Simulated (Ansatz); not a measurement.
## Run report: WSe3, geometry relaxation (part 2 of 2)

The same run, continued: WSe3 (I4/mmm, 4 atoms in the cell); DFT PBE, scalar-relativistic, plane waves, PAW, spin-polarised (Ansatz 0.2.0); cutoff 420 eV, 6×6×6 k-mesh, Gaussian smearing of 0.1 eV, collinear spins. The structure was built on a prototype by a generator; it need not be a known phase. It belongs to a series of runs on one base structure; here: TiAl3 (D0_22) type (I4/mmm, No. 139).

Geometry of the input (Å; fractional positions):
```
-2.1973  2.1973  4.9082
2.1973  -2.1973  4.9082
2.1973  2.1973  -4.9082
W  0.0000  0.0000  0.0000
Se 0.5000  0.5000  0.0000
Se 0.2500  0.7500  0.5000
Se 0.7500  0.2500  0.5000
```

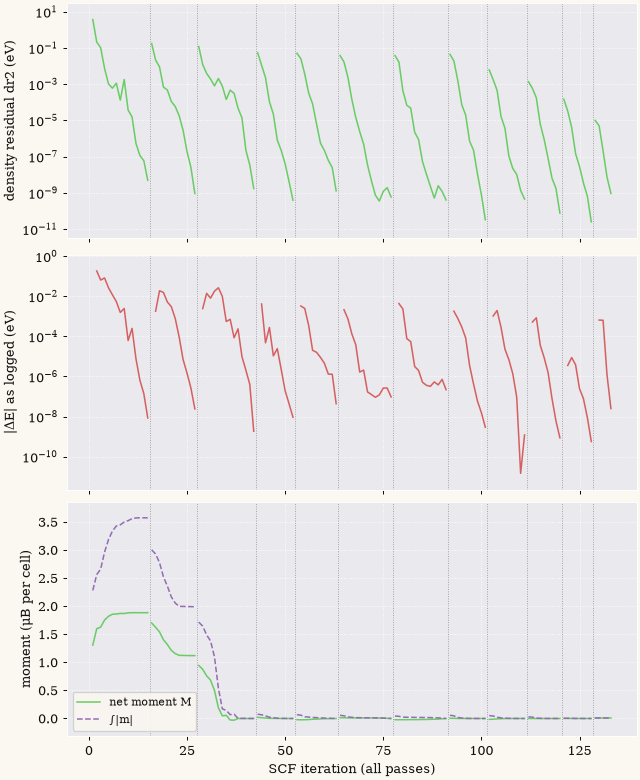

**Figure 1.** Convergence of the self-consistent field: density residual dr2, size of the energy change and magnetic moment against the SCF iteration. The dotted lines part the SCF passes of the relaxation: geometry steps, rejected trials and re-solves on a re-selected basis. The 12 passes take 5 to 15 iterations each, 133 in all. The net moment goes from 1.3 to 0.0 μB per cell, with excursions between 0.0 and 1.9 on the way, and ∫|m| falls to zero.

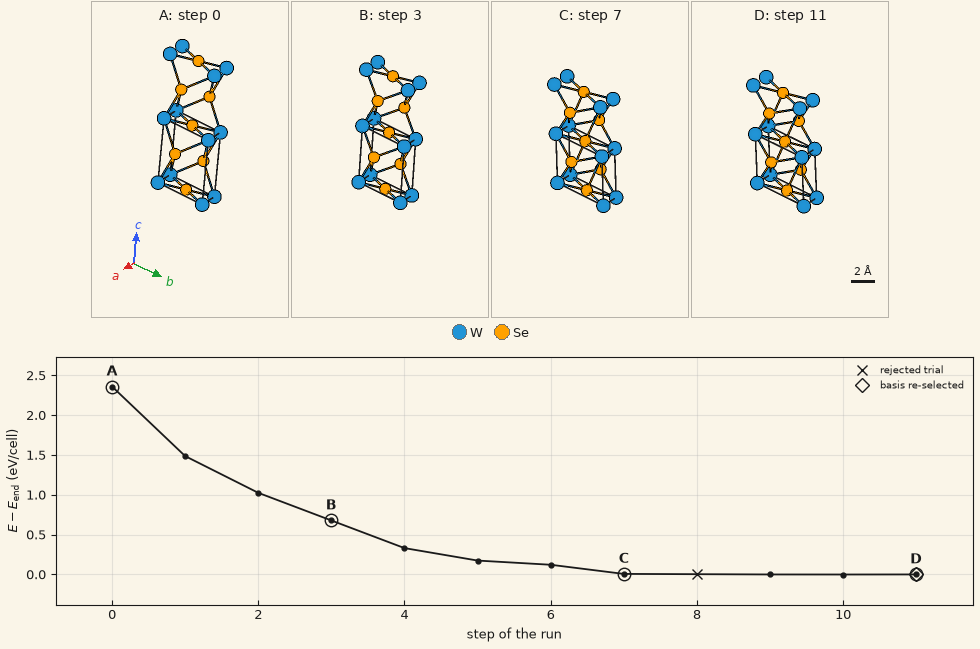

**Figure 2.** Frames of the relaxation (ball-and-stick view of the reduced cell, repeated 1 × 1 × 2, seen slightly off an axis) above the curves, on which the letters mark them (the first geometry is step 0 here and step 1 in the log).

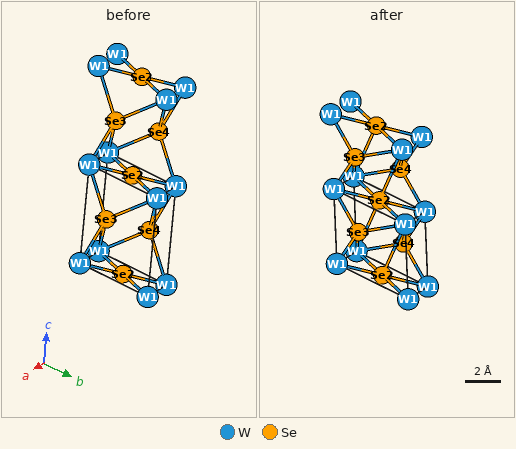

**Figure 3.** Before (left) and after (right) the relaxation, at one scale (ball-and-stick view of the reduced cell, repeated 1 × 1 × 2, seen slightly off an axis). The atoms keep their places relative to the cell (all moves are under 0.005 Å). The volume changes by −26.0 %, with a = b 4.395 → 4.618 Å (+5.1 %), c 5.809 → 4.634 Å (−20.2 %), α 112.2° → 119.9°, β 112.2° → 119.9°. Among the contacts that change: W1–Se2 4.908 → 3.289 Å, W1–Se3 3.294 → 2.835 Å. Among the angles that change: W1–Se3–W1 83.7° → 109.1°, W1–Se3–W1 123.7° → 109.7°. The space group stays I4/mmm (No. 139). The energy falls by 2.360 eV per cell of the calculation in 10 geometry steps. All forces vanish by symmetry, so only the cell relaxes. Pressure: −13.01 GPa at the start and −0.01 GPa at the end. The line search rejected the trial step at point 8 (counted from 0) and went back. A last SCF at the same geometry on a re-selected plane-wave basis shifts the energy by +1.0 meV per cell of the calculation. (Atoms are counted from 1 in the order of the input.)

```
basis re-selected at this cell: Δ(F+E_penalty+E_count) = +9.518e-4 eV, ΔP = -0.006 GPa vs the last step (what re-selecting the basis moved, of the pressure what is left beyond the Pulay correction that the steps carried, after the strain that the cell walked since its last selection, with what the two solves' SCF thresholds leave and, on support functions, any second-order correction that the steps lacked; it is no measure of the basis error at this ecutwfc). The dense FFT grid was sized anew with the basis: this SCF ran on 32×32×32 points, the steps before it on 40×40×40, so part of this shift can come from that change (see relax.cell in the input reference). This SCF's stress stands 1.42e-1 GPa from its target on what of the cell is left free (relax.cell.stress_tol is 4.00e-1 GPa) and its largest allowed force component is 9.11e-18 eV/Å (relax.f_tol is 4.00e-2 eV/Å): within both
SCF converged after 5 iterations
Magnetization: 0.0000 μB (31.0000 up, 31.0000 down)
Absolute magnetization: 0.0000 μB (∫|ρ↑−ρ↓|, with the PAW one-centre terms)
Spin contamination: 0.0000 ħ² per cell (⟨S²⟩ above its minimum at these occupations)
Per-site moments (μB) at R_I (Å): [(1.8098738638216884e-6, 1.1692760101236375), (-8.787040777324551e-7, 1.1692760101236375), (-4.6671553650829827e-7, 1.1692760101236375), (-4.667155365283575e-7, 1.1692760101236375)]
Free energy (F): -26789.482434 eV
Harris-Foulkes:  -26789.482434 eV  (|F-HF|=2.78e-9)
Internal energy: -26789.471216 eV  (E = F + TS)
E sigma→0 (E₀):  -26789.476825 eV
Entropy (-TS):   -0.011219 eV (-2.805 meV/atom)
Fermi energy:    15.676426 eV
--- Per-component energies (eV) ---
  E_band       = -1013.479404
  E_kinetic    = 802.608844
  E_local      = -6428.372980  (includes V_loc(G=0)·N_el)
  E_nonlocal   = -1779.792948
  E_hartree    = 3199.832366
  E_xc         = -578.733590
  E_vxc        = -532.616451  (∫ρ·V_xc dr)
  E_paw        = -14299.817745  (= ΣΔE_a)
  E_vpaw       = 525.029759  (= ΣTr[D̂ρ^β])
  E_aug_tail   = -0.001825  (compensation charges beyond the density's cutoff)
  E_ewald      = -7705.193339
  E_smearing   = -0.011219  (= −TS)
  E_closure    = 0.000000  (closes the sum)
  Σ components = -26789.482434   (vs F -26789.482434, Δ=0.00e0)
--- Forces (eV/Å), atoms counted from 1 ---
  atom   1  W     -0.00000000    -0.00000000     0.00000000
  atom   2  Se    -0.00000000     0.00000000     0.00000000
  atom   3  Se     0.00000000     0.00000000     0.00000000
  atom   4  Se    -0.00000000     0.00000000     0.00000000
  max |Σ_I F_I| component: 1.21e-17 eV/Å
--- Stress (GPa, compression-positive) ---
        0.055745      -0.000000       0.000000
       -0.000000       0.055745       0.000000
        0.000000       0.000000      -0.142267
  P = ⅓ Tr σ = -0.0103 GPa (-0.103 kbar)
--- Band table (eV; the first three rows and the last of 60) ---
  k-point 0 ↑: bands = ["-58.9383", "-33.1769", "-33.1748", "-33.1748", "-33.1719", "-33.1690", "-32.7889", "-32.7883", "-32.7869", "-32.7866", "-32.7866", "-32.7841", "-32.7839", "-32.7839", "-32.7820", "-32.7818", "-23.1128", "-23.1124", "-23.1124", "-1.2409", "3.4767", "4.7433", "9.8317", "9.8317", "9.8598", "11.2511", "11.2975", "11.2975", "14.2244", "14.2444", "15.1028", "15.1533", "15.1533", "18.4412", "18.4412", "18.4861", "18.4952", "23.4364", "23.4742", "24.9818"]
  k-point 1 ↑: bands = ["-58.9383", "-33.1769", "-33.1748", "-33.1747", "-33.1719", "-33.1690", "-32.7885", "-32.7875", "-32.7865", "-32.7864", "-32.7861", "-32.7844", "-32.7843", "-32.7839", "-32.7831", "-32.7818", "-23.1142", "-23.1134", "-23.1131", "-0.9085", "3.1046", "4.1974", "9.2434", "9.2693", "10.8475", "11.0036", "12.3953", "12.4504", "13.4358", "14.4039", "14.4356", "14.4951", "15.7484", "18.3559", "19.1946", "19.2185", "20.0906", "22.2752", "23.1168", "23.9381"]
  k-point 2 ↑: bands = ["-58.9383", "-33.1770", "-33.1748", "-33.1746", "-33.1718", "-33.1689", "-32.7884", "-32.7864", "-32.7855", "-32.7854", "-32.7854", "-32.7852", "-32.7851", "-32.7850", "-32.7840", "-32.7819", "-23.1179", "-23.1147", "-23.1145", "0.0276", "2.5240", "2.8963", "8.7258", "8.7466", "10.3502", "12.8512", "13.2436", "13.3871", "13.4966", "14.5842", "14.6134", "14.8009", "16.6558", "17.8150", "19.2904", "19.2985", "20.4532", "22.2975", "22.3787", "23.3857"]
  k-point 29 ↓: bands = ["-58.9383", "-33.1767", "-33.1748", "-33.1748", "-33.1718", "-33.1689", "-32.7889", "-32.7866", "-32.7859", "-32.7853", "-32.7853", "-32.7848", "-32.7848", "-32.7842", "-32.7842", "-32.7821", "-23.1200", "-23.1150", "-23.1150", "1.3091", "1.4135", "2.3271", "8.5992", "8.5992", "9.8104", "13.1003", "13.1003", "14.0993", "15.0224", "15.1061", "15.5955", "16.2957", "16.5411", "16.5411", "17.5779", "17.5779", "20.4449", "21.8794", "24.4209", "24.5852"]
--- Relaxed structure (11 steps of the walk, 10 accepted, 1 SCFs on fresh bases) ---
  F+E_penalty+E_count = -26789.48243436 eV   max|allowed force component| = 9.107e-18 eV/Å   (the final SCF, on the basis selected at the relaxed cell)
  cell:  # Å, volume = 70.1297 Å³
    - [-2.3088501647099586, 2.3088501647099586, 3.288900313739293]
    - [2.3088501647099586, -2.3088501647099586, 3.288900313739293]
    - [2.3088501647099586, 2.3088501647099586, -3.288900313739293]
  atoms:
    - { symbol: W, position: [-1.916452540058375e-35, -3.7313569827224234e-34, -3.93794668486576e-34] }
    - { symbol: Se, position: [0.5, 0.5, -4.864387404633125e-34] }
    - { symbol: Se, position: [0.25000000000000006, 0.7499999999999999, 0.49999999999999994] }
    - { symbol: Se, position: [0.7499999999999999, 0.25000000000000006, 0.49999999999999994] }
--- Löwdin populations: 4 sites ---
  site symbol       q [e]    m [muB]
     0      W     13.5832     0.0000
     1     Se     15.9175    -0.0000
     2     Se     16.0602    -0.0000
     3     Se     16.0602    -0.0000
  spilling = 0.006110 (of n_electrons = 62.000000)
```

## File populations.tsv
```
# site	symbol	l	j	q_up	q_dn
# orbitals = lowdin
# n_electrons = 62.000000
# spilling = 0.006110
0	W	0_5S	-	0.995108	0.995108
0	W	0_6S	-	0.348605	0.348604
0	W	1_5P	-	2.998594	2.998594
0	W	2_5D	-	2.449303	2.449301
1	Se	0_4S	-	0.983085	0.983085
1	Se	1_4P	-	1.975709	1.975710
1	Se	2_3D	-	4.999958	4.999958
2	Se	0_4S	-	0.944476	0.944476
2	Se	1_4P	-	2.085701	2.085701
2	Se	2_3D	-	4.999936	4.999936
3	Se	0_4S	-	0.944476	0.944476
3	Se	1_4P	-	2.085701	2.085701
3	Se	2_3D	-	4.999936	4.999936
```

## Trajectory as extended XYZ (Å, eV, eV/Å), 12 frames, from step=1 to step=12
```
4
Lattice="-2.1973 2.1973 4.9082 2.1973 -2.1973 4.9082 2.1973 2.1973 -4.9082" Properties=species:S:1:pos:R:3:forces:R:3 step=1 energy=-26787.12302 pressure_GPa=-13.01
W     0.0000    0.0000    0.0000    0.0000   0.0000   0.0000
Se    0.0000    0.0000    4.9082    0.0000   0.0000   0.0000
Se    2.1973    0.0000    2.4541    0.0000   0.0000   0.0000
Se    0.0000    2.1973    2.4541    0.0000   0.0000   0.0000
4
Lattice="-2.1018 2.1018 4.6690 2.1018 -2.1018 4.6690 2.1018 2.1018 -4.6690" Properties=species:S:1:pos:R:3:forces:R:3 step=2 energy=-26787.99625 pressure_GPa=-9.11
W     0.0000    0.0000    0.0000    0.0000   0.0000   0.0000
Se    0.0000    0.0000    4.6690    0.0000   0.0000   0.0000
Se    2.1018    0.0000    2.3345    0.0000   0.0000   0.0000
Se    0.0000    2.1018    2.3345    0.0000   0.0000   0.0000
4
Lattice="-2.0657 2.0657 4.4338 2.0657 -2.0657 4.4338 2.0657 2.0657 -4.4338" Properties=species:S:1:pos:R:3:forces:R:3 step=3 energy=-26788.45742 pressure_GPa=-4.69
W     0.0000    0.0000    0.0000    0.0000   0.0000   0.0000
Se    0.0000    0.0000    4.4338    0.0000   0.0000   0.0000
Se    2.0657    0.0000    2.2169    0.0000   0.0000   0.0000
Se    0.0000    2.0657    2.2169    0.0000   0.0000   0.0000
4
Lattice="-2.0685 2.0685 4.1940 2.0685 -2.0685 4.1940 2.0685 2.0685 -4.1940" Properties=species:S:1:pos:R:3:forces:R:3 step=4 energy=-26788.80479 pressure_GPa=-0.37
W     0.0000    0.0000    0.0000    0.0000   0.0000   0.0000
Se    0.0000    0.0000    4.1940    0.0000   0.0000   0.0000
Se    2.0685    0.0000    2.0970    0.0000   0.0000   0.0000
Se    0.0000    2.0685    2.0970    0.0000   0.0000   0.0000
4
Lattice="-2.1343 2.1343 3.9486 2.1343 -2.1343 3.9486 2.1343 2.1343 -3.9486" Properties=species:S:1:pos:R:3:forces:R:3 step=5 energy=-26789.15170 pressure_GPa=-2.05
W     0.0000    0.0000    0.0000    0.0000   0.0000   0.0000
Se    0.0000    0.0000    3.9486    0.0000   0.0000   0.0000
Se    2.1343    0.0000    1.9743    0.0000   0.0000   0.0000
Se    0.0000    2.1343    1.9743    0.0000   0.0000   0.0000
4
Lattice="-2.1672 2.1672 3.7046 2.1672 -2.1672 3.7046 2.1672 2.1672 -3.7046" Properties=species:S:1:pos:R:3:forces:R:3 step=6 energy=-26789.30822 pressure_GPa=1.53
W     0.0000    0.0000    0.0000    0.0000   0.0000   0.0000
Se    0.0000    0.0000    3.7046    0.0000   0.0000   0.0000
Se    2.1672    0.0000    1.8523    0.0000   0.0000   0.0000
Se    0.0000    2.1672    1.8523    0.0000   0.0000   0.0000
4
Lattice="-2.2138 2.2138 3.5876 2.2138 -2.2138 3.5876 2.2138 2.2138 -3.5876" Properties=species:S:1:pos:R:3:forces:R:3 step=7 energy=-26789.36092 pressure_GPa=0.09
W     0.0000    0.0000    0.0000    0.0000   0.0000   0.0000
Se    0.0000    0.0000    3.5876    0.0000   0.0000   0.0000
Se    2.2138    0.0000    1.7938    0.0000   0.0000   0.0000
Se    0.0000    2.2138    1.7938    0.0000   0.0000   0.0000
4
Lattice="-2.2812 2.2812 3.3481 2.2812 -2.2812 3.3481 2.2812 2.2812 -3.3481" Properties=species:S:1:pos:R:3:forces:R:3 step=8 energy=-26789.47584 pressure_GPa=0.88
W     0.0000    0.0000    0.0000    0.0000   0.0000   0.0000
Se    0.0000    0.0000    3.3481    0.0000   0.0000   0.0000
Se    2.2812    0.0000    1.6741    0.0000   0.0000   0.0000
Se    0.0000    2.2812    1.6741    0.0000   0.0000   0.0000
4
Lattice="-2.3444 2.3444 3.2163 2.3444 -2.3444 3.2163 2.3444 2.3444 -3.2163" Properties=species:S:1:pos:R:3:forces:R:3 step=9 energy=-26789.47275 pressure_GPa=-0.98 accepted=F
W     0.0000    0.0000    0.0000    0.0000   0.0000   0.0000
Se    0.0000    0.0000    3.2163    0.0000   0.0000   0.0000
Se    2.3444    0.0000    1.6081    0.0000   0.0000   0.0000
Se    0.0000    2.3444    1.6081    0.0000   0.0000   0.0000
4
Lattice="-2.3069 2.3069 3.3034 2.3069 -2.3069 3.3034 2.3069 2.3069 -3.3034" Properties=species:S:1:pos:R:3:forces:R:3 step=10 energy=-26789.48276 pressure_GPa=-0.34
W     0.0000    0.0000    0.0000    0.0000   0.0000   0.0000
Se    0.0000    0.0000    3.3034    0.0000   0.0000   0.0000
Se    2.3069    0.0000    1.6517    0.0000   0.0000   0.0000
Se    0.0000    2.3069    1.6517    0.0000   0.0000   0.0000
4
Lattice="-2.3089 2.3089 3.2889 2.3089 -2.3089 3.2889 2.3089 2.3089 -3.2889" Properties=species:S:1:pos:R:3:forces:R:3 step=11 energy=-26789.48339 pressure_GPa=-0.00
W     0.0000    0.0000    0.0000    0.0000   0.0000   0.0000
Se    0.0000    0.0000    3.2889    0.0000   0.0000   0.0000
Se    2.3089    0.0000    1.6444    0.0000   0.0000   0.0000
Se    0.0000    2.3089    1.6444    0.0000   0.0000   0.0000
4
Lattice="-2.3089 2.3089 3.2889 2.3089 -2.3089 3.2889 2.3089 2.3089 -3.2889" Properties=species:S:1:pos:R:3:forces:R:3 step=12 energy=-26789.48243 pressure_GPa=-0.01
W     0.0000    0.0000    0.0000    0.0000   0.0000   0.0000
Se    0.0000    0.0000    3.2889    0.0000   0.0000   0.0000
Se    2.3089    0.0000    1.6444    0.0000   0.0000   0.0000
Se    0.0000    2.3089    1.6444    0.0000   0.0000   0.0000
```

## Key numbers

```tsv
quantity	value
outcome	converged
space group (tolerance 0.01 Å)	I4/mmm (139)
electrons treated	62
free energy	−26789.4824 eV
Fermi energy	15.676 eV
gap on the k-point mesh	none (metallic)
net moment of the cell	0.00 μB
integrated absolute moment	0.00 μB
pressure	−0.01 GPa
final volume	70.13 Å³
largest force (length of the vector) at the end	under 0.001 eV/Å
final cell	a = 4.634 Å, b = 4.634 Å, c = 4.634 Å, α = 120.24°, β = 120.24°, γ = 89.59°
wall time	10 min
peak memory	0.55 GiB
```

## Notes

The program warns: some starting moments were not kept. Spin–orbit coupling is left out, which matters for W.
